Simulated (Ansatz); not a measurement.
The structure in question:

```
Al
1.0
     2.81246    0.00000    0.00000
    -1.40623    2.43566    0.00000
     0.00000    0.00000    4.86685
Al
2
Direct
  0.66667 0.33333 0.25000
  0.33333 0.66667 0.75000
```

> Summarise the structure in words.

The element is aluminium. Symmetry: P6_3/mmc (No. 194), primitive hexagonal lattice. Among the common structure types it is hexagonal close-packed (Mg type). The cell holds two atoms. With all contacts inside bonding distance counted, the coordination numbers are Al 12.

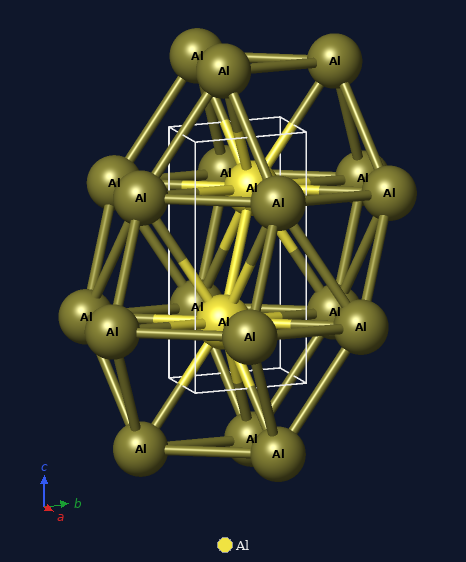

Structure drawing (ball-and-stick), viewed slightly off an axis. The lines enclose the conventional unit cell; boundary atoms appear with their images. Every bond is drawn to its end, so some atoms lie outside the box, in fainter colours. Colours: aluminium yellow.

The structure comes from a structure listed in the Materials Project. Earlier steps of the study may have refined or changed the cell and positions. It went into a calculation with Ansatz.
